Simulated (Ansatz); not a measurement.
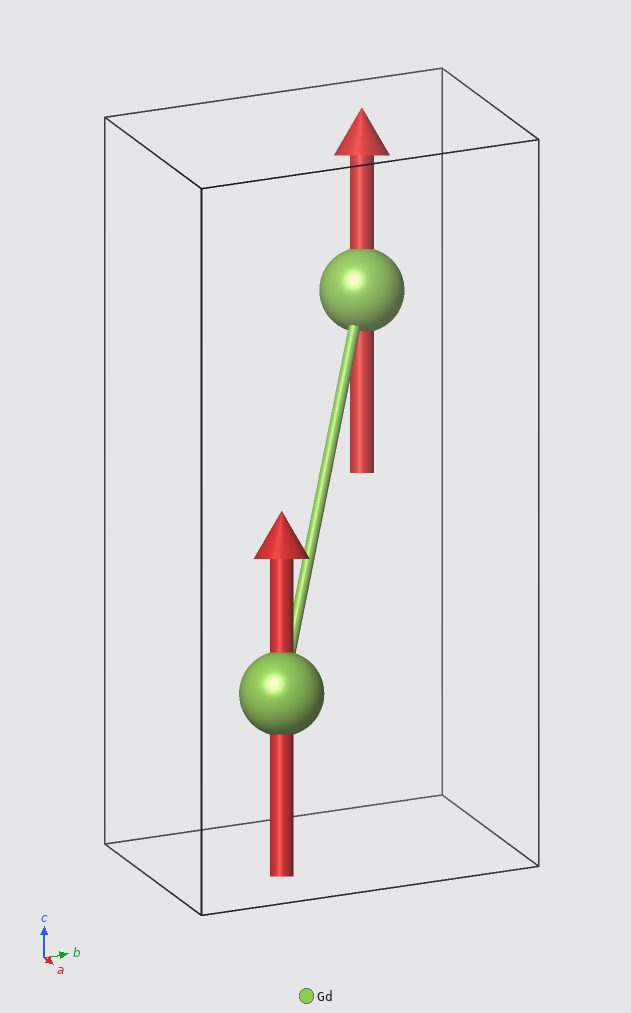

This ball-and-stick model is shown slightly off an axis. The simulation cell is drawn as a box. Arrows are the site magnetic moments above 0.25 μB; longer means larger, and red and blue are up and down (without spin-orbit coupling the axis itself is arbitrary).

This is the state reached for Gd. Calculation details: Ansatz 0.2.0, DFT HSE06, scalar-relativistic, plane waves, PAW; 600 eV cutoff, an 8×8×4 grid in reciprocal space, Gaussian smearing of 0.05 eV, collinear spins.

**What is the magnetic arrangement?**

Ferromagnetic (within this cell). Site moments: 2 Gd +7.6 μB. The net spin moment of the whole cell is 15.8 μB, including what lies between the atoms and on sites without an arrow.

The cell started as the standard structure of this element. The cell was then strained or its atoms displaced on purpose. It was run through Ansatz as a DFT input.
